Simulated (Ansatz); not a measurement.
# Si₈HO₁₇: molecular dynamics (part 3 of 3)

The same run, continued: Si₈HO₁₇ (slab, 26 atoms in the cell); DFT PBE-D3(BJ), scalar-relativistic, plane waves, PAW, PAW set soft_1, spin-polarised (Ansatz 0.2.0); cutoff 420 eV, 2×2×1 k-mesh, Fermi–Dirac smearing of 0.02 eV, collinear spins. The structure derives from an entry of the Crystallography Open Database. The input holds or restrains some coordinates. It belongs to a series of runs on one base structure; here: dynamics from the last frame of the run before.

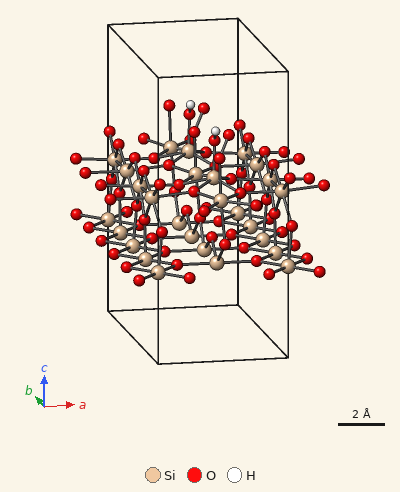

**Figure 1.** The geometry at step 17 of the log (ball-and-stick view of the 1 × 2 repeat of the cell, with the vacuum cut short, seen slightly off an axis; bonded neighbours outside the cell are drawn too).

Trajectory as extended XYZ (Å, eV, eV/Å), 8 of the 31 frames kept, from step=0 to step=30:
```
26
Lattice="5.8926 0.0000 0.0000 0.0000 5.3290 0.0000 0.0000 0.0000 16.7500" Properties=species:S:1:pos:R:3:forces:R:3 step=0 time_fs=0.0 energy=-14756.85176 temperature=1400.0
Si    0.0000    0.0000    1.0000    0.1146  -0.0969   5.8609
Si    2.9463    1.3322    1.0000    0.1109  -3.1631  -0.0548
O     0.1134   -0.0223    2.7077   -0.9793   0.6590   0.9747
O     1.1426    1.3322    1.0000   -1.1408   0.0915  -3.1550
O     3.0119   -0.0766    2.1239   -0.5786   2.0795   0.2562
O     4.7500    1.3322    1.0000    1.6752  -0.1886  -3.0874
Si    2.8923   -0.0343    4.1877   -0.3107   0.9168  -0.5213
Si   -0.0023    1.3082    4.1022    0.7648   0.8364   0.3350
O     2.5488   -0.2603    6.0690    2.1511   3.0008   2.4907
O     3.9827    1.3325    4.1244    2.1365  -1.1420  -0.4781
O     5.9938    0.0065    5.0853   -1.0773  -1.3094  -0.0755
O     1.8182    1.4235    4.3352    1.3076  -0.9954  -1.6096
Si    0.0000    2.6645    1.0000    0.0600   0.0858   6.5651
Si    2.9463    3.9968    1.0000    0.0070   2.2343  -0.4784
O     0.0229    2.6610    2.7440   -0.3268  -0.4803  -0.8024
O     1.1426    3.9968    1.0000   -1.2113  -0.2876  -3.3945
O     2.9948    2.6648    1.9140   -0.4171  -0.4970   0.9464
O     4.7500    3.9968    1.0000    1.7684  -0.0224  -3.3395
Si    3.0965    2.7017    4.5901   -1.8941  -0.4143  -0.6871
Si    0.0783    3.9689    4.0506   -0.8202   0.6238   0.9081
O     3.1787    3.0249    6.1717    1.0842   2.0460  -2.3753
O     4.1416    3.9828    4.1297   -2.1140   1.4094  -0.9972
O     5.8614    2.6593    5.0349   -0.2652   0.0722   1.4938
O     1.7952    3.9544    3.9624    3.2047   0.1338   0.5953
O     3.3390    0.3669    7.0143   -2.0987  -1.5420  -2.6765
H     2.9944    2.3125    6.6745   -1.1510  -4.0501   3.3066
26
Lattice="5.8926 0.0000 0.0000 0.0000 5.3290 0.0000 0.0000 0.0000 16.7500" Properties=species:S:1:pos:R:3:forces:R:3 step=4 time_fs=2.0 energy=-14756.71498 temperature=1039.0
Si    0.0000    0.0000    1.0000    0.1704  -0.2196   6.2900
Si    2.9463    1.3322    1.0000    0.1275  -3.1416   0.0177
O     0.1364   -0.0338    2.7442   -1.1744   1.0555  -0.3619
O     1.1426    1.3322    1.0000   -1.1630   0.1666  -2.8837
O     3.0091   -0.1035    2.1270   -0.5615   2.8130   0.4806
O     4.7500    1.3322    1.0000    1.6951  -0.2277  -2.8352
Si    2.8778   -0.0364    4.1814    0.1050   0.9381  -0.5291
Si   -0.0002    1.3239    4.1074    0.6443   0.1406  -0.3143
O     2.5826   -0.2698    6.0733    1.7202   2.9674   2.3904
O     3.9825    1.3391    4.1312    2.2972  -1.3841  -0.7192
O     5.9974    0.0350    5.0692   -0.9314  -2.1754   0.6263
O     1.8406    1.4317    4.3342    0.6071  -1.0251  -1.6085
Si    0.0000    2.6645    1.0000    0.0362   0.2228   6.5647
Si    2.9463    3.9968    1.0000   -0.0372   2.7597  -1.0765
O     0.0053    2.6842    2.7638   -0.1753  -1.0581  -1.5951
O     1.1426    3.9968    1.0000   -1.2181  -0.3067  -3.3813
O     3.0011    2.6870    1.8970   -0.4751  -1.7341   1.3641
O     4.7500    3.9968    1.0000    1.8293   0.0892  -3.3457
Si    3.0956    2.6941    4.5847   -1.6336   0.1410  -0.5251
Si    0.0640    3.9482    4.0514   -0.6699   2.0325   0.8316
O     3.1819    3.0363    6.1671    0.1955  -1.4868   0.1038
O     4.1622    4.0059    4.1329   -3.0707   0.9444  -0.8909
O     5.8453    2.6528    5.0213   -0.1058   0.3149   2.5045
O     1.7781    3.9453    3.9741    3.8463   0.2099   0.6754
O     3.3330    0.3587    7.0296   -1.8694  -1.3666  -2.5925
H     3.0277    2.2440    6.6862   -0.1888  -0.6701   0.8099
26
Lattice="5.8926 0.0000 0.0000 0.0000 5.3290 0.0000 0.0000 0.0000 16.7500" Properties=species:S:1:pos:R:3:forces:R:3 step=9 time_fs=4.5 energy=-14756.13532 temperature=1025.4
Si    0.0000    0.0000    1.0000    0.2064  -0.3244   6.5123
Si    2.9463    1.3322    1.0000    0.1460  -3.2212   0.0919
O     0.1509   -0.0362    2.7878   -1.2246   1.2781  -1.8269
O     1.1426    1.3322    1.0000   -1.1137   0.2392  -2.5816
O     3.0038   -0.1355    2.1385   -0.5382   3.5669   0.6608
O     4.7500    1.3322    1.0000    1.6374  -0.2579  -2.5691
Si    2.8613   -0.0366    4.1682    0.7005   0.8520  -0.6658
Si    0.0050    1.3411    4.1129    0.3925  -0.5937  -1.1251
O     2.6285   -0.2659    6.0848    0.9159   2.3767   1.7033
O     3.9899    1.3391    4.1384    2.4304  -1.4363  -0.9151
O     5.9999    0.0595    5.0423   -0.6344  -3.0086   1.7052
O     1.8759    1.4420    4.3148   -0.5580  -1.1570  -1.5370
Si    0.0000    2.6645    1.0000   -0.0095   0.3629   6.3558
Si    2.9463    3.9968    1.0000   -0.0851   3.4302  -1.6684
O    -0.0154    2.7096    2.7786    0.0300  -1.6729  -2.2418
O     1.1426    3.9968    1.0000   -1.1904  -0.3027  -3.2943
O     3.0077    2.7063    1.8787   -0.5326  -2.9904   1.8394
O     4.7500    3.9968    1.0000    1.8394   0.2162  -3.3162
Si    3.0914    2.6832    4.5763   -1.2046   0.6706  -0.1121
Si    0.0477    3.9229    4.0482   -0.3633   3.5318   0.8169
O     3.1837    3.0410    6.1614   -0.3475  -4.7381   2.4321
O     4.1759    4.0291    4.1347   -3.7395   0.4523  -0.7325
O     5.8335    2.6456    5.0151    0.0854   0.6290   3.3972
O     1.7723    3.9357    3.9945    3.9594   0.2463   0.6817
O     3.3157    0.3512    7.0369   -1.2370  -0.7354  -1.8634
H     3.0470    2.1401    6.7612    0.4351   2.5862  -1.7473
26
Lattice="5.8926 0.0000 0.0000 0.0000 5.3290 0.0000 0.0000 0.0000 16.7500" Properties=species:S:1:pos:R:3:forces:R:3 step=13 time_fs=6.5 energy=-14755.87395 temperature=1010.6
Si    0.0000    0.0000    1.0000    0.2305  -0.3738   6.5246
Si    2.9463    1.3322    1.0000    0.1605  -3.3571   0.0798
O     0.1608   -0.0336    2.8173   -1.2150   1.3163  -2.8545
O     1.1426    1.3322    1.0000   -1.0582   0.3111  -2.3762
O     3.0031   -0.1524    2.1551   -0.5568   3.8232   0.6012
O     4.7500    1.3322    1.0000    1.5956  -0.2416  -2.3821
Si    2.8491   -0.0366    4.1556    1.2652   0.7605  -1.0080
Si    0.0110    1.3572    4.1121    0.1502  -1.1503  -1.3837
O     2.6750   -0.2604    6.1034   -0.0678   1.5756   0.5604
O     4.0008    1.3344    4.1337    2.3824  -1.1752  -0.9001
O     5.9940    0.0678    5.0142   -0.3286  -3.2139   2.5616
O     1.9057    1.4426    4.2940   -1.5621  -1.0686  -1.3305
Si    0.0000    2.6645    1.0000   -0.0299   0.4435   6.0828
Si    2.9463    3.9968    1.0000   -0.1225   4.1133  -1.9964
O    -0.0239    2.7267    2.7886    0.1507  -2.1010  -2.5748
O     1.1426    3.9968    1.0000   -1.1547  -0.3083  -3.1891
O     3.0125    2.7163    1.8627   -0.5668  -3.7559   2.2814
O     4.7500    3.9968    1.0000    1.8412   0.2794  -3.2429
Si    3.0896    2.6760    4.5702   -0.7473   0.9866   0.1601
Si    0.0308    3.9042    4.0471    0.0668   4.8441   0.7282
O     3.1912    3.0295    6.1665   -0.3991  -4.6779   2.3467
O     4.1790    4.0471    4.1406   -4.0531   0.0287  -0.6296
O     5.8199    2.6507    5.0197    0.3398   0.3014   3.8027
O     1.7799    3.9346    4.0098    3.5714   0.0252   0.7536
O     3.2970    0.3451    7.0369   -0.3117  -0.0095  -0.6211
H     3.0601    2.1459    6.7939    0.4194   2.6240  -1.9942
26
Lattice="5.8926 0.0000 0.0000 0.0000 5.3290 0.0000 0.0000 0.0000 16.7500" Properties=species:S:1:pos:R:3:forces:R:3 step=17 time_fs=8.5 energy=-14756.01540 temperature=950.8
Si    0.0000    0.0000    1.0000    0.2498  -0.3527   6.4337
Si    2.9463    1.3322    1.0000    0.1596  -3.4471   0.0337
O     0.1670   -0.0208    2.8355   -1.1708   1.1214  -3.4866
O     1.1426    1.3322    1.0000   -1.0190   0.3837  -2.2679
O     3.0011   -0.1531    2.1714   -0.5696   3.6715   0.3918
O     4.7500    1.3322    1.0000    1.5538  -0.2102  -2.2761
Si    2.8397   -0.0362    4.1432    1.6903   0.6335  -1.4636
Si    0.0175    1.3703    4.1115   -0.0497  -1.6027  -1.3781
O     2.7239   -0.2540    6.1200   -1.1510   0.5685  -0.9312
O     4.0141    1.3269    4.1267    2.2496  -0.8060  -0.7647
O     5.9813    0.0626    4.9914   -0.0113  -2.8846   3.1342
O     1.9326    1.4426    4.2686   -2.4372  -0.9372  -0.9976
Si    0.0000    2.6645    1.0000   -0.0398   0.4643   5.8259
Si    2.9463    3.9968    1.0000   -0.1400   4.6430  -2.0793
O    -0.0318    2.7382    2.7899    0.2549  -2.2474  -2.4550
O     1.1426    3.9968    1.0000   -1.1398  -0.2938  -3.0728
O     3.0129    2.7201    1.8526   -0.5620  -4.0717   2.5879
O     4.7500    3.9968    1.0000    1.8166   0.3369  -3.1387
Si    3.0955    2.6709    4.5688   -0.4503   1.1945   0.2479
Si    0.0118    3.8963    4.0482    0.4975   5.6662   0.4876
O     3.1968    3.0063    6.1793   -0.0335  -1.7400  -0.0888
O     4.1703    4.0620    4.1453   -3.9961  -0.3786  -0.5452
O     5.8029    2.6616    5.0284    0.5796  -0.2574   3.8591
O     1.7917    3.9318    4.0253    3.0209  -0.1568   0.8214
O     3.2806    0.3435    7.0348    0.7632   0.8799   1.0021
H     3.0837    2.2503    6.7754   -0.0659  -0.1773   0.1204
26
Lattice="5.8926 0.0000 0.0000 0.0000 5.3290 0.0000 0.0000 0.0000 16.7500" Properties=species:S:1:pos:R:3:forces:R:3 step=21 time_fs=10.5 energy=-14755.83955 temperature=968.3
Si    0.0000    0.0000    1.0000    0.2723  -0.2791   6.3844
Si    2.9463    1.3322    1.0000    0.1372  -3.5951  -0.1294
O     0.1706   -0.0047    2.8454   -1.1268   0.7823  -3.7984
O     1.1426    1.3322    1.0000   -1.0389   0.3971  -2.2627
O     2.9974   -0.1466    2.1905   -0.5553   3.3058   0.0565
O     4.7500    1.3322    1.0000    1.5326  -0.2110  -2.2562
Si    2.8351   -0.0328    4.1240    2.0186   0.4871  -1.8339
Si    0.0240    1.3763    4.1131   -0.2436  -1.5432  -1.2713
O     2.7591   -0.2455    6.1310   -1.9309  -0.4535  -2.3189
O     4.0357    1.3157    4.1168    1.8337  -0.3203  -0.5418
O     5.9725    0.0532    4.9775    0.2123  -2.4894   3.5540
O     1.9554    1.4395    4.2379   -3.0060  -0.6886  -0.6857
Si    0.0000    2.6645    1.0000   -0.0369   0.4209   5.6814
Si    2.9463    3.9968    1.0000   -0.1259   4.7396  -1.9015
O    -0.0403    2.7370    2.7853    0.3740  -1.9899  -1.8834
O     1.1426    3.9968    1.0000   -1.1839  -0.2620  -2.9620
O     3.0059    2.7131    1.8485   -0.4961  -3.6465   2.7202
O     4.7500    3.9968    1.0000    1.7792   0.3665  -3.0069
Si    3.1022    2.6706    4.5614   -0.2599   1.1003   0.4490
Si   -0.0085    3.8966    4.0546    0.9119   5.7838   0.1163
O     3.1977    2.9759    6.1864    0.5435   3.5759  -5.0094
O     4.1556    4.0700    4.1449   -3.5963  -0.6569  -0.4898
O     5.7910    2.6746    5.0476    0.8033  -0.8898   3.3953
O     1.8071    3.9335    4.0411    2.3300  -0.4012   0.8102
O     3.2688    0.3382    7.0385    1.5761   1.7708   2.5185
H     3.1166    2.3322    6.7616   -0.7243  -5.3036   4.6654
26
Lattice="5.8926 0.0000 0.0000 0.0000 5.3290 0.0000 0.0000 0.0000 16.7500" Properties=species:S:1:pos:R:3:forces:R:3 step=26 time_fs=13.0 energy=-14756.51866 temperature=1126.5
Si    0.0000    0.0000    1.0000    0.2889  -0.1687   6.3663
Si    2.9463    1.3322    1.0000    0.1056  -3.8513  -0.4037
O     0.1678    0.0093    2.8535   -1.0160   0.4139  -4.1016
O     1.1426    1.3322    1.0000   -1.1414   0.3235  -2.3241
O     2.9960   -0.1269    2.2101   -0.5700   2.6140  -0.4983
O     4.7500    1.3322    1.0000    1.5159  -0.2183  -2.2970
Si    2.8327   -0.0268    4.0896    2.2510   0.3312  -2.0354
Si    0.0336    1.3781    4.1111   -0.4569  -1.2209  -0.5948
O     2.7903   -0.2348    6.1420   -2.5489  -1.5909  -3.8188
O     4.0706    1.2920    4.0951    0.8517   0.5002  -0.1937
O     5.9616    0.0323    4.9680    0.4244  -1.6818   3.7833
O     1.9675    1.4325    4.1961   -2.9719  -0.3072  -0.3680
Si    0.0000    2.6645    1.0000   -0.0293   0.3296   5.5667
Si    2.9463    3.9968    1.0000   -0.0757   4.3134  -1.3994
O    -0.0546    2.7306    2.7737    0.5212  -1.5504  -0.9359
O     1.1426    3.9968    1.0000   -1.2629  -0.1866  -2.8500
O     2.9828    2.6924    1.8521   -0.2950  -2.2751   2.6149
O     4.7500    3.9968    1.0000    1.6739   0.3459  -2.8494
Si    3.1134    2.6750    4.5495   -0.2916   0.4210   0.5916
Si   -0.0267    3.9044    4.0596    1.1386   4.9446   0.2247
O     3.1926    2.9489    6.1807   -0.2337  -2.1728   0.9165
O     4.1290    4.0733    4.1410   -2.6127  -0.9003  -0.5220
O     5.7880    2.6892    5.0923    0.9498  -1.3567   1.7917
O     1.8263    3.9372    4.0575    1.4775  -0.6204   0.6283
O     3.2564    0.3377    7.0455    2.2508   2.6576   4.2009
H     3.1172    2.2449    6.8958    0.0564   0.9067  -1.4928
26
Lattice="5.8926 0.0000 0.0000 0.0000 5.3290 0.0000 0.0000 0.0000 16.7500" Properties=species:S:1:pos:R:3:forces:R:3 step=30 time_fs=15.0 energy=-14756.68739 temperature=1315.0
Si    0.0000    0.0000    1.0000    0.2953  -0.0613   6.4060
Si    2.9463    1.3322    1.0000    0.0842  -4.0028  -0.7091
O     0.1635    0.0188    2.8461   -0.9380   0.1007  -3.8805
O     1.1426    1.3322    1.0000   -1.2356   0.2419  -2.4596
O     2.9922   -0.1068    2.2114   -0.5366   2.0658  -0.7444
O     4.7500    1.3322    1.0000    1.5346  -0.2696  -2.4190
Si    2.8385   -0.0207    4.0584    2.1946   0.0874  -1.8780
Si    0.0406    1.3750    4.1092   -0.5041  -1.0145   0.0150
O     2.8109   -0.2318    6.1430   -2.1687  -1.4588  -3.3997
O     4.1023    1.2717    4.0768   -0.0898   1.0084  -0.0035
O     5.9529    0.0111    4.9718    0.5498  -0.8597   3.5480
O     1.9670    1.4242    4.1638   -2.5559  -0.0950  -0.1653
Si    0.0000    2.6645    1.0000   -0.0168   0.2260   5.5709
Si    2.9463    3.9968    1.0000   -0.0549   3.4350  -0.9386
O    -0.0618    2.7180    2.7608    0.5848  -1.0532  -0.1073
O     1.1426    3.9968    1.0000   -1.3148  -0.1613  -2.8036
O     2.9699    2.6672    1.8665   -0.1751  -0.6729   2.3265
O     4.7500    3.9968    1.0000    1.6154   0.3233  -2.7642
Si    3.1217    2.6726    4.5372   -0.4888   0.0582   0.7725
Si   -0.0381    3.9176    4.0651    1.2508   3.6554   0.4916
O     3.1927    2.9222    6.1718   -0.4593  -3.4664   2.8445
O     4.1038    4.0700    4.1377   -1.5063  -0.9788  -0.6615
O     5.7926    2.6933    5.1339    0.9622  -1.3073   0.2553
O     1.8437    3.9376    4.0685    0.7776  -0.6259   0.3872
O     3.2523    0.3458    7.0613    1.9068   2.3614   3.9082
H     3.0985    2.1791    6.9878    0.2885   2.4640  -3.5909
```

Summary:

- outcome: finished
- mean temperature over the second half: 1067 K
- trajectory: 30 steps, 15 fs
- ensemble: nvt_langevin
- temperature in the input: 1400.0 K
- time step: 0.5 fs
- electrons treated: 135
- potential energy (free energy of the electrons) (last step): −14756.6874 eV
- Fermi energy (last step): 1.412 eV
- net moment of the cell (last step): 1.50 μB
- integrated absolute moment (last step): 2.32 μB
- largest force (length of the vector) (last step), held atoms and coordinates included: 6.413 eV/Å
- hardware: 2 threads of Arm Neoverse V2, 24 GiB of memory available, shared host
- wall time: 14 min (CPU time 28 min)
- peak memory: 1.4 GiB

Notes:

The electronic state found may not be the lowest one. Notes on the run: the magnetisation did not meet its threshold. The k-point mesh is coarse for a cell of this size, so the results may not be converged. So short a trajectory is not equilibrated.
